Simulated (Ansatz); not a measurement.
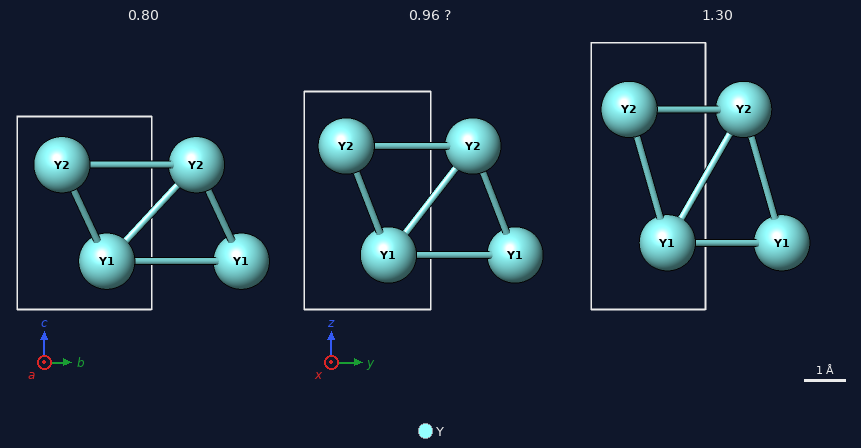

A crystal of Y (P6_3/mmc): the ratio of the cell's length along z to its lengths across, counted as 1 for the reference, is changed at fixed volume (a c/a path), with the atoms kept at their fractional coordinates. x, y and z are the Cartesian axes of the input. The picture is a ball-and-stick view of the cell of the calculation, repeated 2 × 2 × 1 with one cell outlined, seen along the a axis.

These are results of Ansatz, DFT PBEsol, scalar-relativistic, plane waves, PAW, not measurements. Settings: plane-wave cutoff 420 eV; k-point mesh 24 × 24 × 12; occupations gaussian; smearing width 0.15 eV; no spin polarisation. Energies (free energies at the smearing named) are counted from the relaxed crystal.

| axial ratio over its reference value | E − E(ref) (meV/atom) |
| --- | --- |
| 0.80 | 185.1 |
| 0.85 | 102.7 |
| 0.92 | 27.9 |
| 0.96 | ? |
| 1.00 | 0.0 |
| 1.05 | 8.2 |
| 1.10 | 30.8 |
| 1.20 | 108.8 |
| 1.30 | 225.4 |

### One row is withheld. What is its energy?

A straight line between the two neighbours gives 14.0 meV/atom. A cubic through the four nearest rows (0.85, 0.92, 1.00, 1.05) gives, with Lagrange weights, (−0.0686)(102.7) + (0.5440)(27.9) + (0.6600)(0.0) + (−0.1354)(8.2) = 7.0 meV/atom. The calculation gives 6.8 meV/atom, so the cubic is 0.2 meV/atom too high and the straight line 7.2 meV/atom too high, as the curve bends upwards here.

The whole profile:

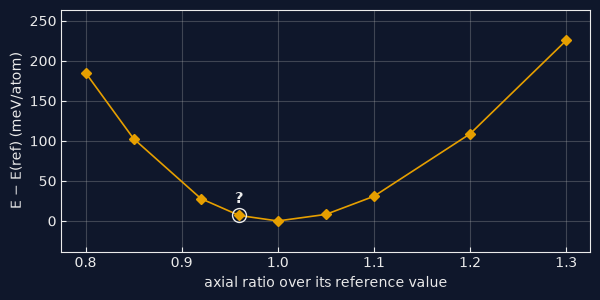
